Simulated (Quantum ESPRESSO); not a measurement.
## A series of single points on O

System: O (R-3m, 2 atoms in the cell).
Method: Kohn-Sham DFT of a periodic cell, PBE, SSSP 1.3 efficiency PBE, no spin polarisation (Quantum ESPRESSO 7.5).

The 7 runs differ only in the geometry, by an even scaling of the cell at fixed fractional positions. The structure derives from a Materials Project entry.

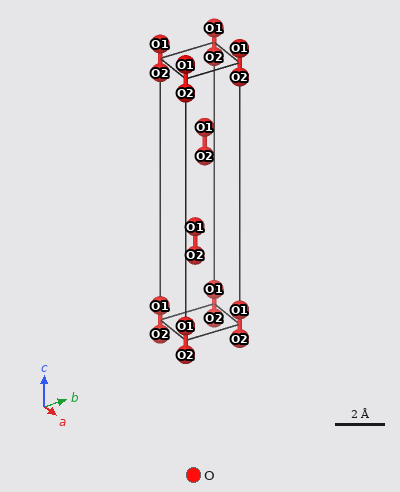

Figure 1. The structure of run 4 (ball-and-stick view of the cell 3 times as large as that of the calculation, set on its symmetry axes, seen slightly off an axis; atoms are numbered from 1 in the order of the input).

### Input of run 4
```
&CONTROL
  calculation = 'scf'
  prefix = 'pwscf'
  outdir = './tmp'
  pseudo_dir = './pseudo'
  tprnfor = .true.
  tstress = .true.
  disk_io = 'nowf'
/
&SYSTEM
  ibrav = 0
  nat = 2
  ntyp = 1
  ecutwfc = 55
  ecutrho = 440
  nbnd = 12
  occupations = 'smearing'
  smearing = 'fd'
  degauss = 0.00367493
/
&ELECTRONS
  conv_thr = 4d-10
  electron_maxstep = 120
  mixing_beta = 0.5
/
ATOMIC_SPECIES
O     15.9990 O.pbe-n-kjpaw_psl.0.1.UPF
CELL_PARAMETERS angstrom
   1.6749479049    0.9670316238    3.7319995215
  -1.6749479049    0.9670316238    3.7319995215
   0.0000000000   -1.9340632475    3.7319995215
ATOMIC_POSITIONS crystal
O      0.0546147200    0.0546147200    0.0546147200
O      0.9453852800    0.9453852800    0.9453852800
K_POINTS automatic
9 9 9 0 0 0
```

Command:
```bash
OMP_NUM_THREADS=1 pw.x -in pw.in > pw.out
```

Lattice vectors (Å) and fractional positions of run 4:
```
   1.674948    0.967032    3.732000
  -1.674948    0.967032    3.732000
   0.000000   -1.934063    3.732000
O   0.054615  0.054615  0.054615
O   0.945385  0.945385  0.945385
```

Run 2 differs from it as follows:
```diff
-   1.6749479049    0.9670316238    3.7319995215
-  -1.6749479049    0.9670316238    3.7319995215
-   0.0000000000   -1.9340632475    3.7319995215
+   1.6523106988    0.9539620267    3.6815609125
+  -1.6523106988    0.9539620267    3.6815609125
+   0.0000000000   -1.9079240534    3.6815609125
```

### Results, with one run withheld

| run | volume per atom (Å³) | free energy per atom, from the lowest run given (meV) | pressure (GPa) |
| --- | --- | --- | --- |
| 1 | 17.046 | 0.00 | 0.58 |
| 2 | 17.409 | ? | ? |
| 3 | 17.772 | 1.81 | −1.71 |
| 4 | 18.134 | 6.39 | −2.69 |
| 5 | 18.497 | 13.06 | −3.56 |
| 6 | 18.860 | 21.63 | −4.35 |
| 7 | 19.223 | 31.91 | −5.06 |

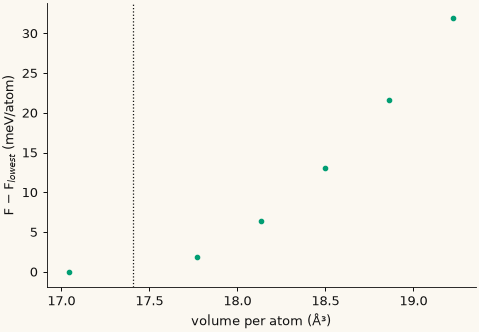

Figure 2. Free energy per atom of the runs given; the dotted line marks run 2.

Estimate the energy of run 2 from the others.

A cubic polynomial in V^(−2/3) (the Birch–Murnaghan form), fitted to the 6 runs given, misses them by at most 0.01 meV per atom. With x = V^(−2/3) − 0.14436 Å⁻², it reads F = 7.9812 − 3248.7 x + 3.0699e+05 x² + 2.4337e+05 x³ (meV per atom). At run 2 it gives −0.41 meV per atom, and the run itself gives −0.40. The slope of the fit gives a pressure −dF/dV of −0.42 GPa there, and the run prints −0.63 GPa. The two needn't agree exactly: the fit is approximate, and the printed stress is taken on a finite basis. The fit has its minimum at 17.279 Å³ per atom, where V d²F/dV² gives 57.3 GPa. Cell shape and fractional positions are held, so this is the stiffness under even scaling; the relaxed bulk modulus wasn't computed and can be far lower in a crystal of layers, chains or molecules like this one.

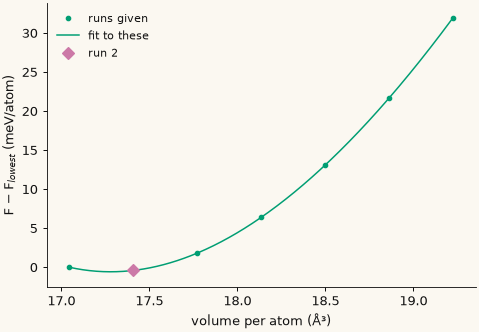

Figure 3. The fit and the withheld run.

### Some lines of the output (run 2)
```
[...]
     unit-cell volume          =     234.9647 (a.u.)^3
     number of k points=    85  Fermi-Dirac smearing, width (Ry)=  0.0037
     total energy              =     -82.98928110 Ry
     total energy              =     -82.99229046 Ry
     total energy              =     -82.99304407 Ry
     total energy              =     -82.99306205 Ry
     total energy              =     -82.99306267 Ry
     total energy              =     -82.99306293 Ry
     total energy              =     -82.99306294 Ry
     the Fermi energy is    -0.4257 ev
!    total energy              =     -82.99306294 Ry
     The total energy is F=E-TS. E is the sum of the following terms:
     Computing stress (Cartesian axis) and pressure
          total   stress  (Ry/bohr**3)                   (kbar)     P=       -6.26
```
